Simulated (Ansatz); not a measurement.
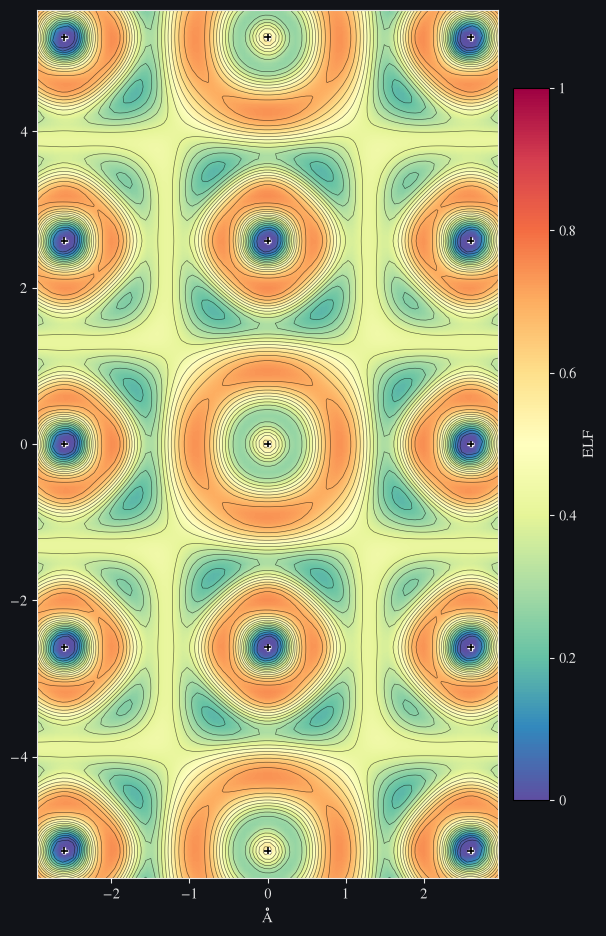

The electron localisation function on a plane through atoms (crosses mark nuclei in the plane).

Computed with Ansatz, DFT PBE, scalar-relativistic, plane waves, PAW.

Candidates:
A. SiW$_{3}$, a = 5.21 Å, b = 5.21 Å, c = 5.21 Å, α = 90.00°, β = 90.00°, γ = 90.00°. Space group Im-3m; a structure from a database of computed crystals, not necessarily the ambient phase.
B. ZrS$_{2}$, a = 3.69 Å, b = 3.69 Å, c = 6.76 Å, α = 90.00°, β = 90.00°, γ = 120.00°. Space group P-3m1; a structure from a database of computed crystals, not necessarily the ambient phase.
C. SiO$_{2}$, a = 5.08 Å, b = 5.08 Å, c = 7.10 Å, α = 90.00°, β = 90.00°, γ = 90.00°. Space group P4₁2₁2.

Q: Which system is this?

A: Candidate A: SiW$_{3}$ on the (001) plane of the conventional cell, which holds Si and W. Si–W (2.60 Å): the ELF peaks at about 0.75 in the valence shell of Si, 0.9 Å from its nucleus, and is about 0.45 at the midpoint. W–W (2.60 Å): the ELF is about 0.40 at the midpoint.
